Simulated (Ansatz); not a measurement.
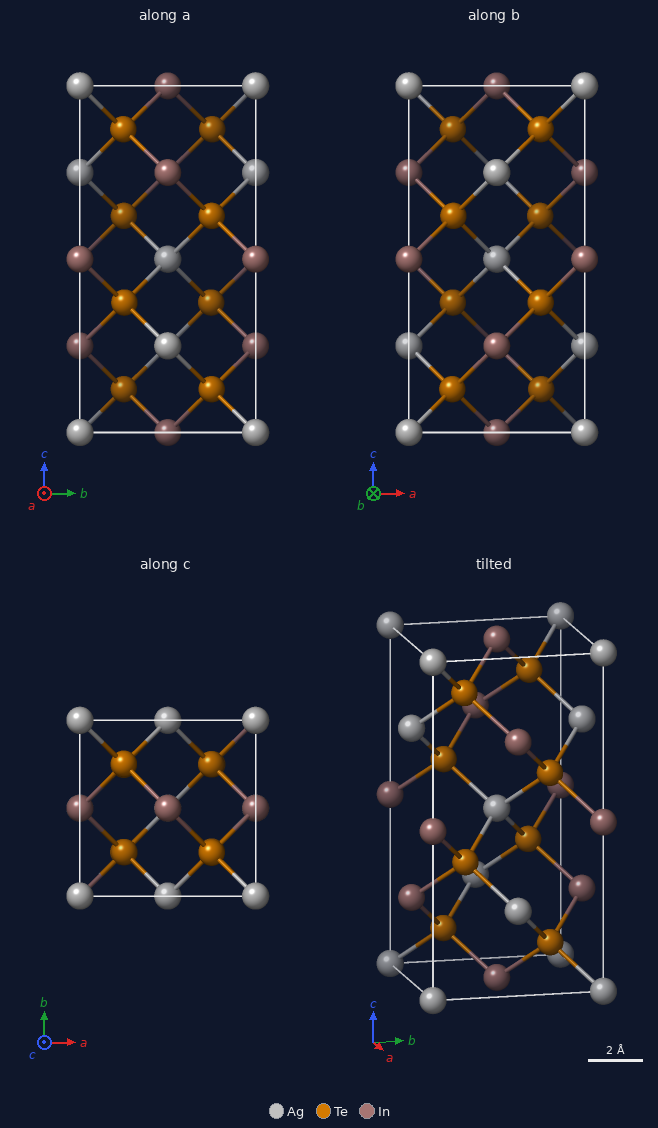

We look at a ball-and-stick model of the crystal along the a axis, along the b axis, along the c axis and slightly off an axis. Atoms at the boundary of the conventional unit cell (the box) are drawn once for each face, edge or corner they touch.

Lattice parameters: a = 6.514 Å, b = 6.514 Å, c = 12.851 Å, α = 90.00°, β = 90.00°, γ = 90.00°.

Question: Put the structure into a table of Wyckoff sites, with free fractional coordinates to two decimals.

Answer: Space group I-42d (No. 122).
| atom | site | x | y | z |
| --- | --- | --- | --- | --- |
| Ag | 4a | 0.00 | 0.00 | 0.00 |
| Te | 8d | 0.25 | 0.25 | 0.1250 |
| In | 4b | 0.50 | 0.50 | 0.00 |

The structure comes from a structure type filled with these elements by a generator (whether the compound takes this form wasn't checked). Earlier steps of the study may have refined or changed the cell and positions. It went into a calculation with Ansatz.
